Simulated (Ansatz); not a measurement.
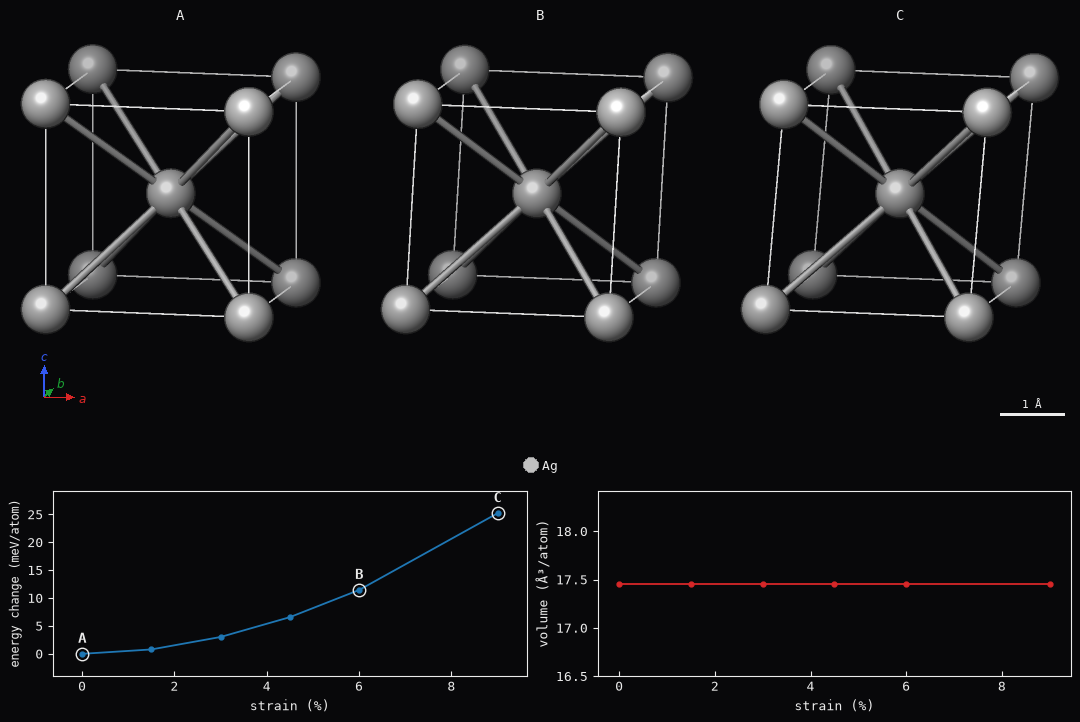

Members of a series of calculations on solid Ag (set up in Im-3m), marked on the first curve. Style: ball-and-stick. Shown: the cell of the calculation, slightly off an axis.

All numbers below come from Ansatz, DFT r2SCAN, scalar-relativistic, plane waves, PAW. (plane-wave cutoff 500 eV; k-point mesh 16 × 16 × 16; occupations gaussian; smearing width 0.1 eV; no spin polarisation)

### Describe the series.

Shear of c along a, cell held, atoms relaxed. A (strain 0.0 %): energy change 0.0 meV/atom, volume 17.46 Å³ per atom. B (strain 6.0 %): energy change 11.5 meV/atom, volume 17.46 Å³ per atom. C (strain 9.0 %): energy change 25.2 meV/atom, volume 17.46 Å³ per atom. The rest compares A with C. The drawn cell changes at constant volume: a = b unchanged at 3.269 Å, c 3.269 → 3.282 Å (+0.4 %), β 90.0° → 84.9°. Some distances before and after: Ag–Ag 2.831 → 2.748 to 2.918 Å.
